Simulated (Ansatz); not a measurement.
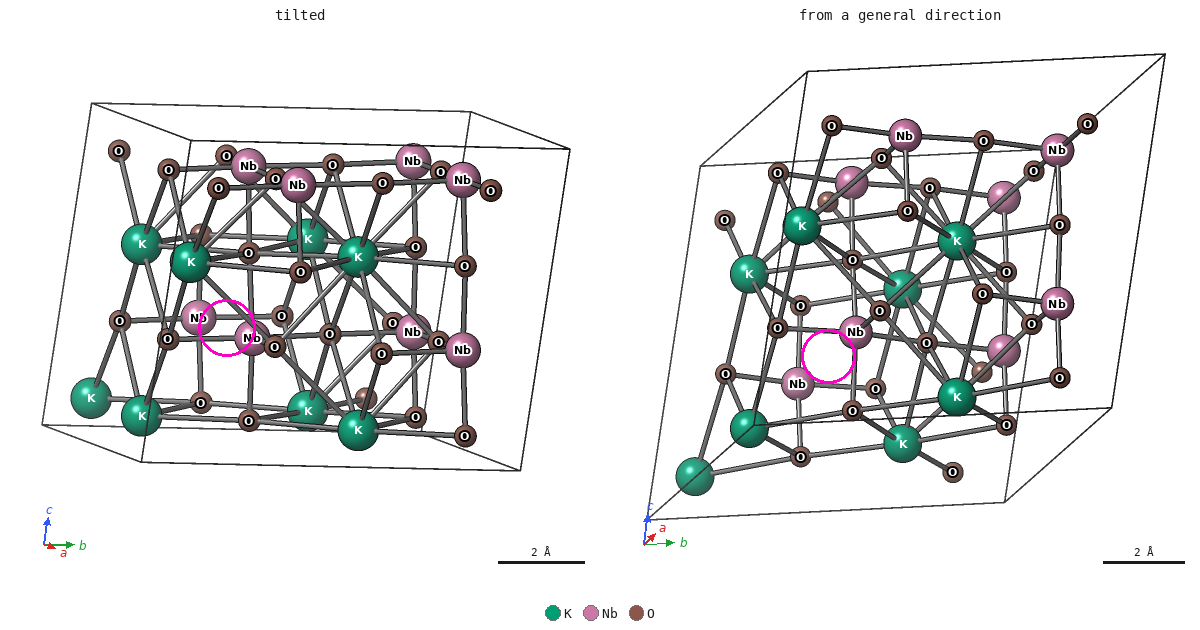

Crystal structure, ball-and-stick style, seen slightly off an axis and from a general direction. The edges of the supercell are marked. The host is KNbO$_{3}$, in a cell of 40 sites, and the cell is neutral. A ring marks the defect's site.

Which defect is modelled here, and what are its neighbours?

An oxygen vacancy. Around the empty site lie two Nb at about 2.2 to 2.4 Å.

The atoms were relaxed in the host's cell with DFT PBE, scalar-relativistic, plane waves, PAW (Ansatz).
